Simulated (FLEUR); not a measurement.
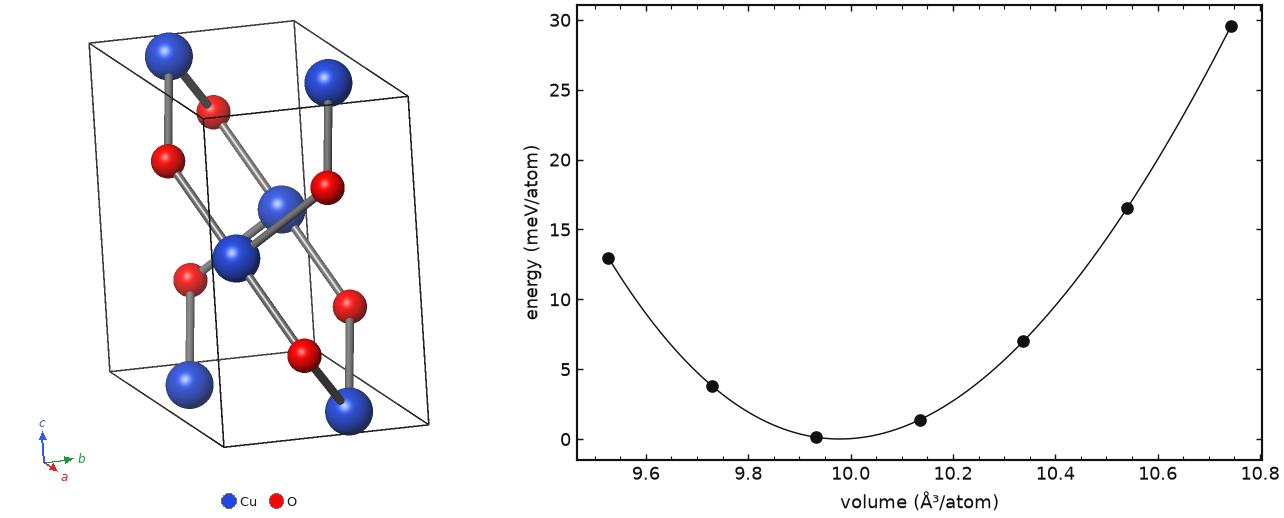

The plot gives the computed energy against volume for CuO, space group C2/c (No. 15). The conventional cell is drawn beside the plot.

Cell as given: a = 2.900 Å, b = 2.900 Å, c = 5.129 Å, α = 97.69°, β = 97.69°, γ = 72.31°; 4 atoms.

Computed with FLEUR MaX-R8.1 (later development tree): all-electron LAPW DFT, no spin polarisation; energies at scaled volumes of the given cell, shape and fractions fixed, counted from the fit's minimum, third-order Birch-Murnaghan fit. Level: PBEsol.

k mesh 10×10×5; occupations Fermi–Dirac; smearing width 0.05 eV; potentials all electron; program settings basis FLAPW, kmax 5.21 1/bohr.

This calculation gives: equilibrium volume 9.98 Å³/atom and bulk modulus 186 GPa.

Now the level changes from PBEsol to LDA. How do these quantities change?

The equilibrium volume rises from 9.98 to 10.22 Å³/atom (+2.4 %) and the bulk modulus rises from 186 to 196 GPa (+5.4 %).

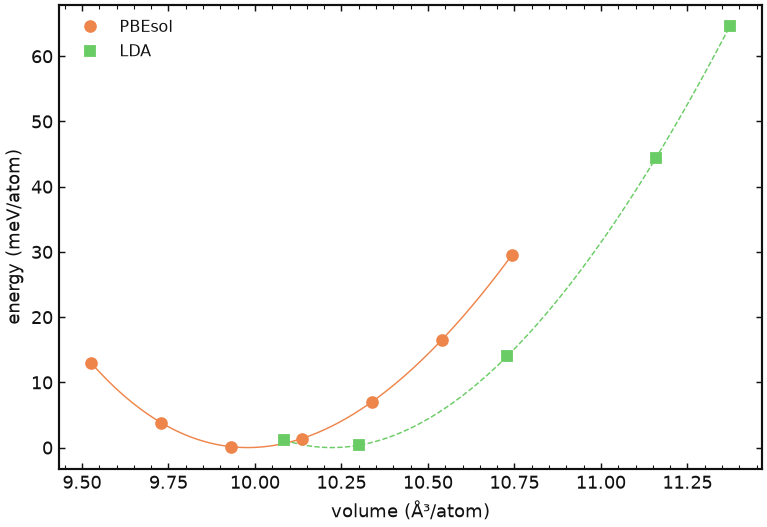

The two results together.

For both, limits of the calculation: shape and atomic fractions are frozen while scaling, which makes layered, chain and framework solids too stiff.

V0 and the bulk modulus come from third-order Birch–Murnaghan fits.
